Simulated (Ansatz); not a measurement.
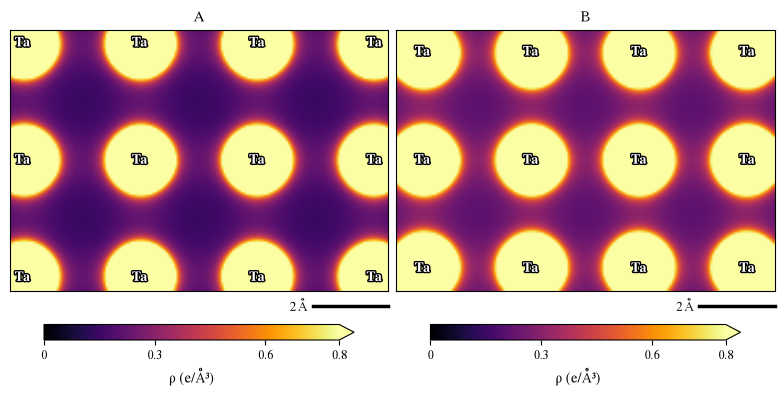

Ta. The valence charge density (pseudo) of two cells that differ in size, on the (110) plane of each (indices in the axes of the calculation cell), at one length scale and on one colour scale; one has 16.9 and the other 21.5 Å³ an atom.

Level of theory: Ansatz, DFT, RPBE, plane waves (420 eV) with PAW, scalar-relativistic.

In a PAW calculation such maps are meaningful between the atoms, not at the nuclei.

The larger cell:

```xyz
1
Lattice="0.0000 2.2055 2.2055 2.2055 0.0000 2.2055 2.2055 2.2055 0.0000" Properties=species:S:1:pos:R:3 pbc="T T T"
Ta    0.0000    0.0000    0.0000
```

The smaller cell: a = 2.878 Å, b = 2.878 Å, c = 2.878 Å, α = 60.00°, β = 60.00°, γ = 60.00°.

### Which panel shows the smaller cell, and what does the compression change?

Panel B is the smaller cell, by 21 % in volume. From the larger cell to the smaller, Ta–Ta goes from 3.12 to 2.88 Å, and the density at its midpoint from 0.23 to 0.31 e/Å³, the ELF there from 0.35 to 0.30; the pressure goes from −17 to 30 GPa.
